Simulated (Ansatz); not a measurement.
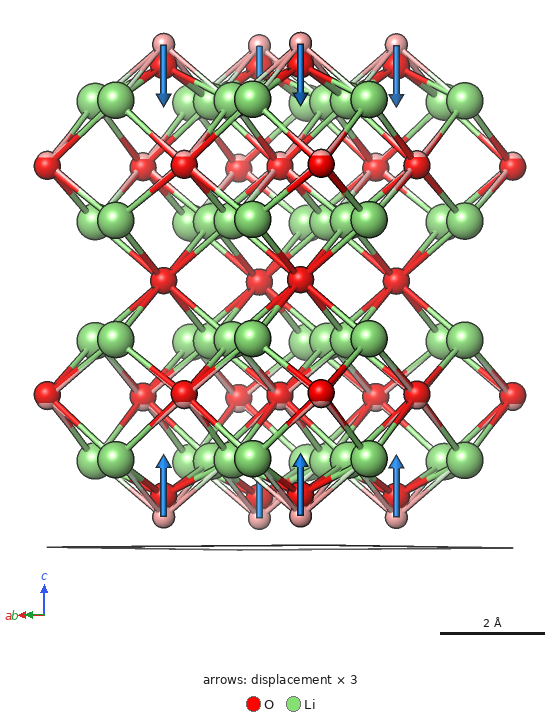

A (1 0 0) slab of Li2O as cut from the relaxed bulk, drawn pale, and a changed version of it, drawn solid. The blue arrows show how the atoms are displaced, magnified 3 times. Style: ball-and-stick. Shown: the 2 × 2 repeat of the cell, outlined in the plane, without the vacuum, from a free direction.

These are results of DFT PBEsol, scalar-relativistic, plane waves, PAW (Ansatz 0.2.0), not measurements. Settings: plane-wave cutoff 420 eV; occupations gaussian; no spin polarisation. The k-mesh is chosen for each cell (8×8×8, 8×8×1). Smearing widths differ between the runs.

What was done to the structure, and with what result?

Answer. The atoms of the slab are relaxed at the bulk's in-plane cell. The slab isn't stoichiometric; relaxing it gains 0.645 J/m². The top spacing, between the O and Li2 planes, goes from 1.14 to 0.69 Å (−40.1 %), the bottom one (O to Li2) from 1.14 to 0.69 Å (−40.1 %). The work function of the top face goes from 9.39 to 8.20 eV. The lattice vectors keep their values. The largest moves relative to the layer's centre, 0.41 Å, are those of O atoms. Largest moves by element: O 0.41 Å, Li 0.05 Å. Near-neighbour distances before and after: Li–O 1.983 → 1.758 to 2.058 Å.
